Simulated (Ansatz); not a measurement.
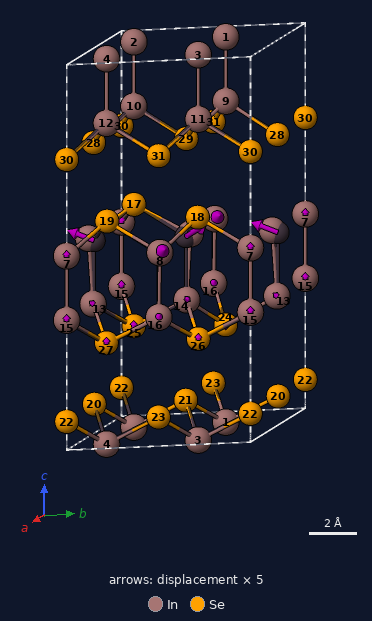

A relaxation of a defect cell of composition In₁₆Se₁₅. The starting structure is drawn faded, the final one solid; purple arrows show the displacements, 5 times their true length.

The picture is a ball-and-stick view of the cell of the calculation (origin shifted), seen slightly off an axis.

Case: Se vacancy (site f), charge +0, atoms relaxed at the host's cell.

These are results of DFT PBE+D3(BJ), scalar-relativistic, plane waves, PAW (Ansatz 0.2.0), not measurements. Set-up: plane-wave cutoff 420 eV; k-point mesh 3 × 3 × 2; occupations gaussian; smearing width 0.02 eV; mesh shifted by (0, 0, 0.5); no spin polarisation; atoms relaxed in a fixed cell; force threshold 0.025 eV/Å; at most 45 steps.

What happened in the run?

Answer. Over 4 accepted moves (5 points after the start) the energy falls by 0.219 eV per cell of the calculation. The largest force component goes from 0.57 to 0.021 eV/Å. 1 step only repeated the SCF at the same geometry. The largest moves, 0.27 Å, are those of In atoms. By element the largest moves are In 0.27 Å, Se 0.06 Å. The cell doesn't change. Near-neighbour distances that change, for instance: In–Se 2.660 → 2.723 Å, In–In 2.794 → 2.852 Å, In–Se 2.660 → 2.650 Å, In–In 2.794 → 2.801 Å. Bond angles that change, for instance: In–Se–In 98.6° → 110.2°, In–In–Se 118.9° → 113.4°, Se–In–Se 98.6° → 93.7°. Cost: 5.9 min on 4 threads of Arm Neoverse V2, on a shared host, peak memory 4.4 GiB.

Limits of the set-up: the periodic images lie only 8.1 Å apart, so the values are limited by the cell's size.
